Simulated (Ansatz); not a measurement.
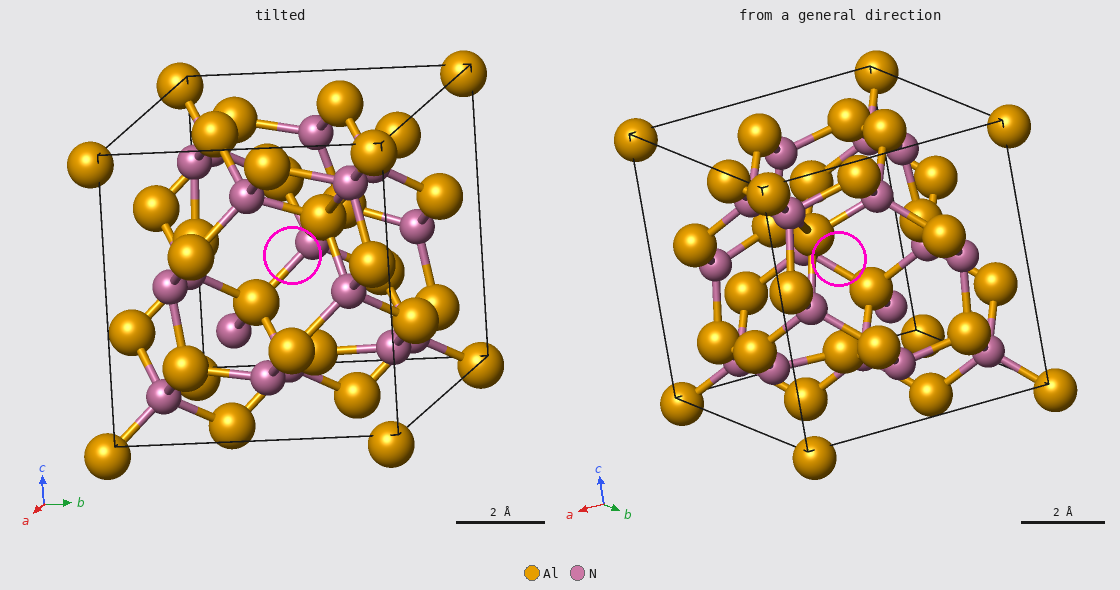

Structure drawing (ball-and-stick), viewed slightly off an axis and from a general direction. Lines trace the edges of the supercell. The host is AlN, in a cell of 36 sites, and the cell carries a charge of +3. A ring marks the defect's site.

### Describe the defect.

A nitrogen vacancy. Around the empty site lie four Al at about 2.3 to 2.6 Å.

Level of theory and settings: DFT PBE, scalar-relativistic, plane waves, PAW (Ansatz), plane-wave cutoff 420 eV, a 2×2×2 k-point grid, Gaussian smearing of 0.02 eV, collinear spins.

### Does the calculation give a net moment?

No net moment.

The atoms were relaxed in the host's cell with DFT PBE, scalar-relativistic, plane waves, PAW in Ansatz.
